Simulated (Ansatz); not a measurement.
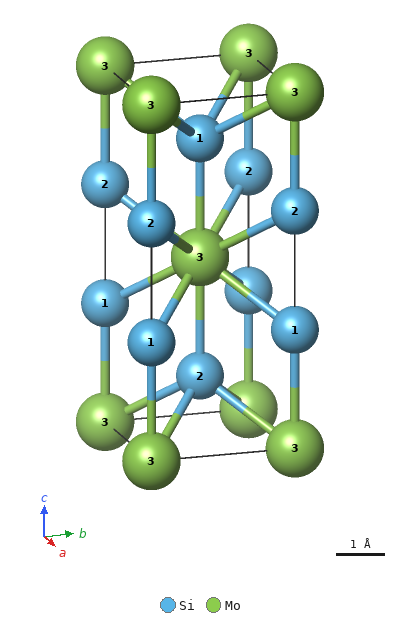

*The starting structure (ball-and-stick view of the cell 2 times as large as that of the calculation, set on its symmetry axes, seen slightly off an axis; atoms are numbered from 1 in the order of the input). An atom can appear more than once, as a periodic image.*

# Run report: MoSi2, geometry relaxation

The run: geometry relaxation of MoSi2 (I4/mmm, 3 atoms in the cell). Method and program: DFT PBE, scalar-relativistic, plane waves, PAW, no spin polarisation (Ansatz 0.2.0).

The structure derives from an entry of the Crystallography Open Database. Figures and captions count atoms from 1; the log counts them from 0 in places.

## Input
```yaml
crystal:
  lattice:
    - [-1.6, 1.6, 3.9305]
    - [1.6, -1.6, 3.9305]
    - [1.6, 1.6, -3.9305]
  atoms:
    - { symbol: Si, position: [0.333, 0.333, 0.0] }
    - { symbol: Si, position: [0.667, 0.667, 0.0] }
    - { symbol: Mo, position: [0.0, 0.0, 0.0] }
basis:
  ecutwfc: 420
kpoints:
  mp_grid: { grid: [18, 18, 18] }
hamiltonian:
  xc: pbe
scf:
  occupations: { method: gaussian, width: 0.1 }
output:
  forces: true
  stress: true
  eigenvalues: true
relax:
  adjacent_minimum: "off"
  f_tol: 0.005
  max_steps: 80
  cell: { stress_tol: 0.05 }
```

Machine: 1 thread of Intel Xeon @ 2.70GHz, 189 GiB of memory available, shared host.

Run as:
```bash
ansatz run input.yaml --threads 1 --pin off --max-ram 2560MiB --backend cpu --events-out ev --progress --plain --runs-dir out
```

## What the program printed
```
basis.fft_grid_basis auto: the FFT boxes are laid along the combinations [[1, 0, 1], [0, 1, 1], [0, 0, 1]] of the cell's own vectors, 3.200, 3.200 and 4.535 Å long. The dense box has 24×24×32 points. Along the cell's own vectors, as sized, it would have 32×32×32, 1.78 times as many. Of the 16 symmetry operations that the crystal satisfies within crystal.symmetry.tolerance (time reversal apart; of a slab, those that keep its plane) the dense box along the cell's own vectors carries 16, and the one as laid loses 12 of those. basis.fft_grid_basis: typed keeps the cell's own vectors: state it where this run's energies or levels are differenced outside the engine with another run's, or held beside a run that keeps those vectors.
Engine: ansatz 0.2.0, x86_64-unknown-linux-gnu
Pseudopotentials: kind: paw
Pseudopotential: Si, paw, valence charge 4, recommended cutoff 420 eV (normal), Si.paw.azcp
Pseudopotential: Mo, paw, valence charge 14, recommended cutoff 420 eV (normal), Mo.paw.azcp
Functional definition: PBE
  parameter kappa = 0.804
  parameter beta = 0.06672455060314922
  exchange = pbe_x(kappa = kappa, mu = beta*pi^2/3)
  correlation = pbe_c(beta = beta)
Crystal: 3 atoms, lattice volume = 40.248 Å³
Basis set: ecut = 420 eV, 769 PW (Γ), FFT grids on a1+a3, a2+a3, a3, exchange–correlation on 48×48×64 points (8 copies of the dense FFT grid, shifted against one another)
Bands: 15, of which v1, the nominal top of the filled ones, is band 11 counted from 1 (10 counted from 0)
Symmetry: 16 space group operations
Space group: I4/mmm (ITA 139), of the structure as read, at distance tolerance 3.4e-5 Å
k-points: 480 of 5832
Non-local potential: Si, projectors of the file, l = 0: 2, l = 1: 2, l = 2: 2
Non-local potential: Mo, projectors of the file, l = 0: 3, l = 1: 2, l = 2: 2, l = 3: 1
PAW form: soft (Blöchl's): semilocal exchange-correlation on the pseudo side does not see the compensation charge
PAW one-centre angular grid: Si, 110 points (default); XC on 64 Gauss nodes
PAW one-centre angular grid: Mo, 590 points (default); XC on 64 Gauss nodes
Initial density: superposition of atomic densities (neutral atoms: chi_scale 0, normalization atom), corrected by the library's trained network
Initial wavefunctions: pseudopotential atomic-orbital guess
Functional: x = pbe(κ = 0.804, μ = 0.2195149727645171), c = pbe(β = 0.06672455060314922)
SCF iter   1: F=—  HF=-6229.119360 eV  |F-HF|=—  |Δ(HF+E_count)|=         —  Δρ=4.76e-3  dr2=8.56e-3  ethr=1.77e-3  ⟨swp⟩=5.1  Hψ=40925  notcnv=0
preconditioner: auto → Kerker (q_TF=auto, 2.467 Å⁻¹)  [metal: Δε(μ)=0.066 eV  Ē_g=7.721 eV  σ=0.100 eV  W_gap=0.35  n_scr=10 (ndim 8)  ℏωp=21.9 eV  f_vac=0.000  D(μ)=0.21/eV (n_scr^D=0)]
SCF iter   2: F=—  HF=-6229.118174 eV  |F-HF|=—  |Δ(HF+E_count)|=   1.19e-3  Δρ=2.55e-3  dr2=2.49e-3  ethr=3.89e-5  ⟨swp⟩=1.1  Hψ=11109  notcnv=0
SCF iter   3: F=—  HF=-6229.117680 eV  |F-HF|=—  |Δ(HF+E_count)|=   4.94e-4  Δρ=4.92e-4  dr2=1.86e-4  ethr=1.13e-5  ⟨swp⟩=2.6  Hψ=12116  notcnv=0
SCF iter   4: F=—  HF=-6229.117641 eV  |F-HF|=—  |Δ(HF+E_count)|=   3.88e-5  Δρ=1.49e-4  dr2=6.88e-6  ethr=8.47e-7  ⟨swp⟩=2.2  Hψ=9422  notcnv=0
SCF iter   5: F=—  HF=-6229.117629 eV  |F-HF|=—  |Δ(HF+E_count)|=   1.20e-5  Δρ=2.59e-5  dr2=2.87e-7  ethr=3.13e-8  ⟨swp⟩=2.1  Hψ=10236  notcnv=0
SCF iter   6: F=-6229.117629 eV  HF=-6229.117629 eV  |F-HF|=2.55e-9  |Δ(HF+E_count)|=   1.97e-8  Δρ=4.51e-6  dr2=6.83e-9  ethr=4.55e-10  ⟨swp⟩=5.0  Hψ=30766  notcnv=0
SCF 1 converged in 6 iterations: F = -6229.117629 eV  dr2 = 6.83e-9
  greatest PAW one-centre occupation: 0.998 electrons in one spin orbital (limit 2), on the Mo atom at site 2 (counted from 0), in its partial waves of l = 0
relax step   1: F+E_penalty+E_count = -6229.11762911 eV  Δ(F+E_penalty+E_count) = +0.000e0 eV  max|allowed force component| = 2.842e-1 eV/Å  Δτ_max = 0.0000 Å  P = +2.233 GPa  Ω = 40.248 Å³  (6 SCF iters, dr2 threshold 1.00e-7 eV, accepted)
Crystal: 3 atoms, lattice volume = 40.813 Å³
Basis set: ecut = 420 eV, 793 PW (Γ), FFT grids on a1+a3, a2+a3, a3, exchange–correlation on 48×48×64 points (8 copies of the dense FFT grid, shifted against one another)
Initial density: handed on by an earlier stage of this run
Initial wavefunctions: those handed on with the density
iter 1 solved again at ethr=4.56e-6 eV; its pass at ethr=3.10e-3 eV (dr2=1.00e-3 eV) is discarded
SCF iter   1: F=—  HF=-6229.125421 eV  |F-HF|=—  |Δ(HF+E_count)|=         —  Δρ=1.38e-3  dr2=1.02e-3  ethr=4.56e-6  ⟨swp⟩=1.9  Hψ=44702  notcnv=0
preconditioner: auto → Kerker (q_TF=auto, 2.461 Å⁻¹)  [metal: Δε(μ)=0.011 eV  Ē_g=7.628 eV  σ=0.100 eV  W_gap=0.06  n_scr=10 (ndim 8)  ℏωp=21.7 eV  f_vac=0.000  D(μ)=0.23/eV (n_scr^D=0)]
SCF iter   2: F=—  HF=-6229.125230 eV  |F-HF|=—  |Δ(HF+E_count)|=   1.92e-4  Δρ=6.39e-4  dr2=1.12e-4  ethr=4.56e-6  ⟨swp⟩=2.1  Hψ=8410  notcnv=0
SCF iter   3: F=—  HF=-6229.125202 eV  |F-HF|=—  |Δ(HF+E_count)|=   2.74e-5  Δρ=2.56e-4  dr2=2.33e-5  ethr=5.09e-7  ⟨swp⟩=1.1  Hψ=7355  notcnv=0
SCF iter   4: F=—  HF=-6229.125198 eV  |F-HF|=—  |Δ(HF+E_count)|=   3.92e-6  Δρ=3.37e-5  dr2=4.88e-7  ethr=1.06e-7  ⟨swp⟩=2.5  Hψ=10550  notcnv=0
SCF iter   5: F=-6229.125198 eV  HF=-6229.125198 eV  |F-HF|=1.51e-8  |Δ(HF+E_count)|=   1.36e-7  Δρ=6.60e-6  dr2=2.01e-8  ethr=1.36e-9  ⟨swp⟩=5.0  Hψ=30845  notcnv=0
SCF 2 converged in 5 iterations: F = -6229.125198 eV  dr2 = 2.01e-8
relax step   2: F+E_penalty+E_count = -6229.12519830 eV  Δ(F+E_penalty+E_count) = -7.569e-3 eV  max|allowed force component| = 8.120e-2 eV/Å  Δτ_max = 0.0122 Å  P = -0.409 GPa  Ω = 40.813 Å³  energy of the carried Pulay correction = -1.371e-4 eV  (5 SCF iters, dr2 threshold 3.00e-7 eV, accepted)
Crystal: 3 atoms, lattice volume = 40.756 Å³
iter 1 solved again at ethr=6.06e-7 eV; its pass at ethr=3.10e-3 eV (dr2=1.33e-4 eV) is discarded
SCF iter   1: F=—  HF=-6229.125952 eV  |F-HF|=—  |Δ(HF+E_count)|=         —  Δρ=4.37e-4  dr2=1.72e-4  ethr=6.06e-7  ⟨swp⟩=2.0  Hψ=42987  notcnv=0
preconditioner: auto → Kerker (q_TF=auto, 2.462 Å⁻¹)  [metal: Δε(μ)=0.010 eV  Ē_g=7.640 eV  σ=0.100 eV  W_gap=0.06  n_scr=10 (ndim 8)  ℏωp=21.8 eV  f_vac=0.000  D(μ)=0.23/eV (n_scr^D=0)]
SCF iter   2: F=—  HF=-6229.125907 eV  |F-HF|=—  |Δ(HF+E_count)|=   4.45e-5  Δρ=2.40e-4  dr2=5.10e-5  ethr=6.06e-7  ⟨swp⟩=1.5  Hψ=8153  notcnv=0
SCF iter   3: F=—  HF=-6229.125890 eV  |F-HF|=—  |Δ(HF+E_count)|=   1.71e-5  Δρ=9.10e-5  dr2=8.31e-6  ethr=2.32e-7  ⟨swp⟩=2.1  Hψ=10062  notcnv=0
SCF iter   4: F=-6229.125888 eV  HF=-6229.125888 eV  |F-HF|=4.38e-8  |Δ(HF+E_count)|=   1.98e-6  Δρ=1.78e-5  dr2=1.00e-7  ethr=1.36e-9  ⟨swp⟩=3.6  Hψ=30626  notcnv=0
SCF 3 converged in 4 iterations: F = -6229.125888 eV  dr2 = 1.00e-7
relax step   3: F+E_penalty+E_count = -6229.12588794 eV  Δ(F+E_penalty+E_count) = -6.896e-4 eV  max|allowed force component| = 1.839e-2 eV/Å  Δτ_max = 0.0034 Å  P = -0.113 GPa  Ω = 40.756 Å³  energy of the carried Pulay correction = -1.234e-4 eV  (4 SCF iters, dr2 threshold 3.00e-7 eV, accepted)
Crystal: 3 atoms, lattice volume = 40.735 Å³
iter 1 solved again at ethr=2.55e-8 eV; its pass at ethr=3.10e-3 eV (dr2=5.61e-6 eV) is discarded
SCF iter   1: F=—  HF=-6229.125931 eV  |F-HF|=—  |Δ(HF+E_count)|=         —  Δρ=8.35e-5  dr2=6.29e-6  ethr=2.55e-8  ⟨swp⟩=2.0  Hψ=42972  notcnv=0
preconditioner: auto → Kerker (q_TF=auto, 2.462 Å⁻¹)  [metal: Δε(μ)=0.010 eV  Ē_g=7.644 eV  σ=0.100 eV  W_gap=0.06  n_scr=10 (ndim 8)  ℏωp=21.8 eV  f_vac=0.000  D(μ)=0.23/eV (n_scr^D=0)]
SCF iter   2: F=—  HF=-6229.125919 eV  |F-HF|=—  |Δ(HF+E_count)|=   1.26e-5  Δρ=4.92e-5  dr2=2.11e-6  ethr=2.55e-8  ⟨swp⟩=1.0  Hψ=7224  notcnv=0
SCF iter   3: F=—  HF=-6229.125918 eV  |F-HF|=—  |Δ(HF+E_count)|=   6.81e-7  Δρ=1.73e-5  dr2=2.92e-7  ethr=9.58e-9  ⟨swp⟩=2.0  Hψ=9985  notcnv=0
SCF iter   4: F=-6229.125918 eV  HF=-6229.125918 eV  |F-HF|=1.21e-9  |Δ(HF+E_count)|=   6.53e-8  Δρ=3.23e-6  dr2=3.29e-9  ethr=1.98e-10  ⟨swp⟩=3.0  Hψ=27876  notcnv=0
SCF 4 converged in 4 iterations: F = -6229.125918 eV  dr2 = 3.29e-9
relax step   4: F+E_penalty+E_count = -6229.12591787 eV  Δ(F+E_penalty+E_count) = -2.993e-5 eV  max|allowed force component| = 2.785e-4 eV/Å  Δτ_max = 0.0009 Å  P = +0.003 GPa  Ω = 40.735 Å³  energy of the carried Pulay correction = -1.185e-4 eV  (4 SCF iters, dr2 threshold 4.35e-8 eV, accepted)
Initial wavefunctions: pseudopotential atomic-orbital guess (no wavefunctions were taken with the density)
iter 1 solved again at ethr=2.38e-8 eV; its pass at ethr=3.10e-3 eV (dr2=5.24e-6 eV) is discarded
SCF iter   1: F=—  HF=-6229.126051 eV  |F-HF|=—  |Δ(HF+E_count)|=         —  Δρ=6.37e-5  dr2=5.27e-8  ethr=2.38e-8  ⟨swp⟩=3.1  Hψ=62431  notcnv=0
SCF iter   2: F=—  HF=-6229.126042 eV  |F-HF|=—  |Δ(HF+E_count)|=   9.80e-6  Δρ=3.24e-5  dr2=1.39e-8  ethr=2.39e-10  ⟨swp⟩=2.4  Hψ=11302  notcnv=0
SCF iter   3: F=—  HF=-6229.126042 eV  |F-HF|=—  |Δ(HF+E_count)|=   6.91e-7  Δρ=6.72e-7  dr2=1.20e-10  ethr=6.31e-11  ⟨swp⟩=2.0  Hψ=11973  notcnv=0
SCF iter   4: F=-6229.126042 eV  HF=-6229.126042 eV  |F-HF|=8.19e-12  |Δ(HF+E_count)|=  3.64e-11  Δρ=2.73e-7  dr2=2.34e-11  ethr=1.00e-12  ⟨swp⟩=5.2  Hψ=29230  notcnv=0
SCF 5 converged in 4 iterations: F = -6229.126042 eV  dr2 = 2.34e-11
relax step   5: F+E_penalty+E_count = -6229.12604230 eV  Δ(F+E_penalty+E_count) = -1.244e-4 eV  max|allowed force component| = 2.569e-4 eV/Å  Δτ_max = 0.0000 Å  P = +0.006 GPa  Ω = 40.735 Å³  stress off target by 7.30e-3 GPa  SCF on the basis re-selected at this cell (its energy is not comparable with the rows above)  (4 SCF iters)
```

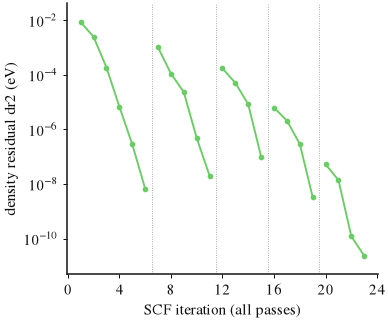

*Convergence of the self-consistent field: density residual dr2 against the SCF iteration. The dotted lines part the SCF passes of the relaxation: geometry steps, rejected trials and re-solves on a re-selected basis.*

The 5 passes take 4 to 6 iterations each, 23 in all.

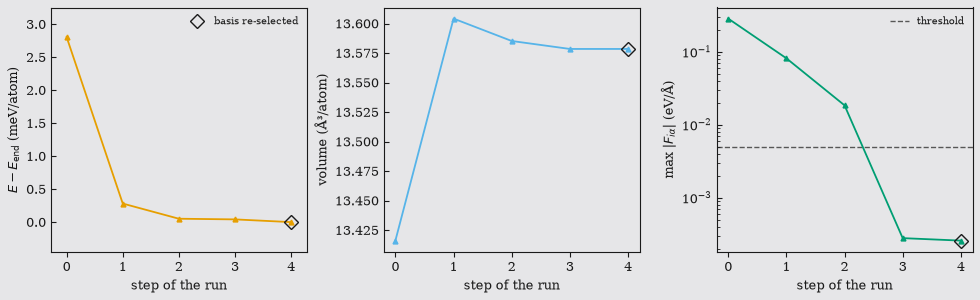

*Progress of the relaxation, step by step (the first geometry is step 0 here and step 1 in the log).*

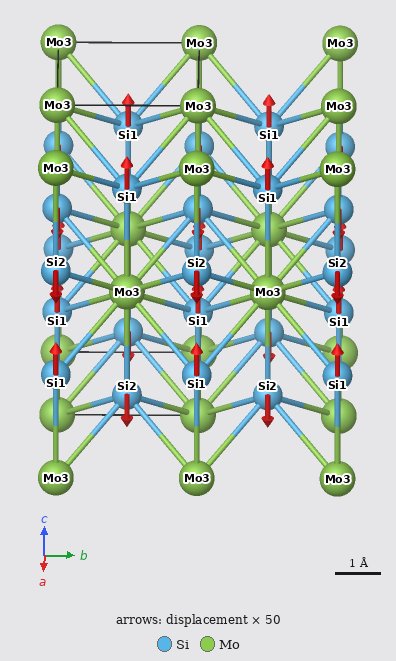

*The starting structure with the displacements (without the part carried along by the change of the cell) as red arrows, magnified 50 times (ball-and-stick view of the cell 2 times as large as that of the calculation, set on its symmetry axes, repeated 2 × 2 × 1, seen at an oblique angle).*

Over 3 geometry steps the energy falls by 2.8 meV per atom. The largest force component goes from 0.28 to 0.00026 eV/Å. Pressure: 2.23 GPa at the start and 0.01 GPa at the end. The largest moves relative to the cell, 0.017 Å, are those of Si1 and Si2. Mo stays in place. Cell: a = b 3.200 → 3.217 Å (+0.5 %), c 7.861 → 7.873 Å (+0.2 %). Volume +1.2 %. Among the contacts that change: Si1–Mo3 2.618 → 2.638 Å. The space group stays I4/mmm (No. 139). A last SCF at the same geometry on a re-selected plane-wave basis shifts the energy by next to nothing (0.0 meV per atom). (Atoms are counted from 1 in the order of the input.)

```
basis re-selected at this cell: Δ(F+E_penalty+E_count) = -1.244e-4 eV, ΔP = +0.003 GPa vs the last step (what re-selecting the basis moved, of the pressure what is left beyond the Pulay correction that the steps carried, after the strain that the cell walked since its last selection, with what the two solves' SCF thresholds leave and, on support functions, any second-order correction that the steps lacked; it is no measure of the basis error at this ecutwfc). This SCF's stress stands 7.30e-3 GPa from its target on what of the cell is left free (relax.cell.stress_tol is 5.00e-2 GPa) and its largest allowed force component is 2.57e-4 eV/Å (relax.f_tol is 5.00e-3 eV/Å): within both
SCF converged after 4 iterations
Free energy (F): -6229.126042 eV
Harris-Foulkes:  -6229.126042 eV  (|F-HF|=8.19e-12)
Internal energy: -6229.124883 eV  (E = F + TS)
E sigma→0 (E₀):  -6229.125462 eV
Entropy (-TS):   -0.001160 eV (-0.387 meV/atom)
Fermi energy:    15.741708 eV
--- Per-component energies (eV) ---
  E_band       = -51.146386
  E_kinetic    = 530.210637
  E_local      = -1158.021100  (includes V_loc(G=0)·N_el)
  E_nonlocal   = 192.518392
  E_hartree    = 430.657006
  E_xc         = -298.079037
  E_vxc        = -328.299666  (∫ρ·V_xc dr)
  E_paw        = -4226.711122  (= ΣΔE_a)
  E_vpaw       = -148.868665  (= ΣTr[D̂ρ^β])
  E_aug_tail   = 0.000040  (compensation charges beyond the density's cutoff)
  E_ewald      = -1699.699698
  E_smearing   = -0.001160  (= −TS)
  E_closure    = -0.000000  (closes the sum)
  Σ components = -6229.126042   (vs F -6229.126042, Δ=0.00e0)
--- Forces (eV/Å), atoms counted from 1 ---
  atom   1  Si    -0.00000000    -0.00000000    -0.00025687
  atom   2  Si     0.00000000     0.00000000     0.00025687
  atom   3  Mo    -0.00000000     0.00000000     0.00000000
  max |Σ_I F_I| component: 1.39e-17 eV/Å
--- Stress (GPa, compression-positive) ---
        0.007296       0.000000       0.000000
        0.000000       0.007296       0.000000
        0.000000       0.000000       0.004546
  P = ⅓ Tr σ = 0.0064 GPa (0.064 kbar)
--- Band table (eV; the first three rows and the last of 480) ---
  k-point 0: bands = ["-44.9918", "-19.1322", "-19.0624", "-19.0624", "2.4220", "9.4372", "12.3205", "12.7532", "13.1595", "13.1595", "16.0991", "18.8179", "18.9886", "19.2144", "19.2144"]
  k-point 1: bands = ["-44.9908", "-19.1308", "-19.0697", "-19.0686", "2.5167", "9.5217", "11.9528", "12.7779", "12.9170", "13.5634", "15.7349", "18.4943", "19.0741", "19.1593", "19.2604"]
  k-point 2: bands = ["-44.9879", "-19.1267", "-19.0902", "-19.0865", "2.7967", "9.7576", "11.4298", "12.3290", "12.8555", "14.1292", "14.8648", "18.0300", "19.0020", "19.3690", "19.3995"]
  k-point 479: bands = ["-44.9913", "-19.1548", "-19.0640", "-19.0640", "4.2949", "5.7112", "12.2875", "13.5934", "15.1746", "15.1746", "15.2606", "15.2606", "16.2296", "20.4361", "20.7311"]
--- Relaxed structure (4 steps of the walk, 4 accepted, 1 SCFs on fresh bases) ---
  F+E_penalty+E_count = -6229.12604230 eV   max|allowed force component| = 2.569e-4 eV/Å   (the final SCF, on the basis selected at the relaxed cell)
  cell:  # Å, volume = 40.7354 Å³
    - [-1.608423682805272, 1.608423682805272, 3.9365100028830597]
    - [1.608423682805272, -1.608423682805272, 3.9365100028830597]
    - [1.608423682805272, 1.608423682805272, -3.9365100028830597]
  atoms:
    - { symbol: Si, position: [0.3350991394360871, 0.3350991394360871, 7.799310817470234e-34] }
    - { symbol: Si, position: [0.664900860563913, 0.664900860563913, 7.234306709509255e-34] }
    - { symbol: Mo, position: [2.5285637741891503e-19, 2.5285637741891364e-19, -1.5720277784996723e-33] }
```

## Trajectory as extended XYZ (Å, eV, eV/Å), 5 frames, from step=1 to step=5
```
3
Lattice="-1.6000 1.6000 3.9305 1.6000 -1.6000 3.9305 1.6000 1.6000 -3.9305" Properties=species:S:1:pos:R:3:forces:R:3 step=1 energy=-6229.11763 pressure_GPa=2.23
Si    0.0000    0.0000    2.6177    0.0000   0.0000   0.2842
Si    0.0000    0.0000    5.2433    0.0000   0.0000  -0.2842
Mo    0.0000    0.0000    0.0000    0.0000   0.0000   0.0000
3
Lattice="-1.6110 1.6110 3.9313 1.6110 -1.6110 3.9313 1.6110 1.6110 -3.9313" Properties=species:S:1:pos:R:3:forces:R:3 step=2 energy=-6229.12520 pressure_GPa=-0.41
Si    0.0000    0.0000    2.6304    0.0000   0.0000   0.0812
Si    0.0000    0.0000    5.2321    0.0000   0.0000  -0.0812
Mo    0.0000    0.0000    0.0000    0.0000   0.0000   0.0000
3
Lattice="-1.6088 1.6088 3.9366 1.6088 -1.6088 3.9366 1.6088 1.6088 -3.9366" Properties=species:S:1:pos:R:3:forces:R:3 step=3 energy=-6229.12589 pressure_GPa=-0.11
Si    0.0000    0.0000    2.6374    0.0000   0.0000   0.0184
Si    0.0000    0.0000    5.2359    0.0000   0.0000  -0.0184
Mo    0.0000    0.0000    0.0000    0.0000   0.0000   0.0000
3
Lattice="-1.6084 1.6084 3.9365 1.6084 -1.6084 3.9365 1.6084 1.6084 -3.9365" Properties=species:S:1:pos:R:3:forces:R:3 step=4 energy=-6229.12592 pressure_GPa=0.00
Si    0.0000    0.0000    2.6382    0.0000   0.0000  -0.0003
Si    0.0000    0.0000    5.2348    0.0000   0.0000   0.0003
Mo    0.0000    0.0000    0.0000    0.0000   0.0000   0.0000
3
Lattice="-1.6084 1.6084 3.9365 1.6084 -1.6084 3.9365 1.6084 1.6084 -3.9365" Properties=species:S:1:pos:R:3:forces:R:3 step=5 energy=-6229.12604 pressure_GPa=0.01
Si    0.0000    0.0000    2.6382    0.0000   0.0000  -0.0003
Si    0.0000    0.0000    5.2348    0.0000   0.0000   0.0003
Mo    0.0000    0.0000    0.0000    0.0000   0.0000   0.0000
```

## Key numbers

- outcome: converged
- space group (tolerance 0.01 Å): I4/mmm (139)
- electrons treated: 22
- free energy: −6229.1260 eV
- Fermi energy: 15.742 eV
- gap on the k-point mesh: none (metallic)
- pressure: 0.01 GPa
- final volume: 40.74 Å³
- largest force (length of the vector) at the end: under 0.001 eV/Å
- final cell: a = 4.546 Å, b = 4.546 Å, c = 4.546 Å, α = 138.56°, β = 138.56°, γ = 60.04°
- wall time: 85 s
- peak memory: 0.58 GiB
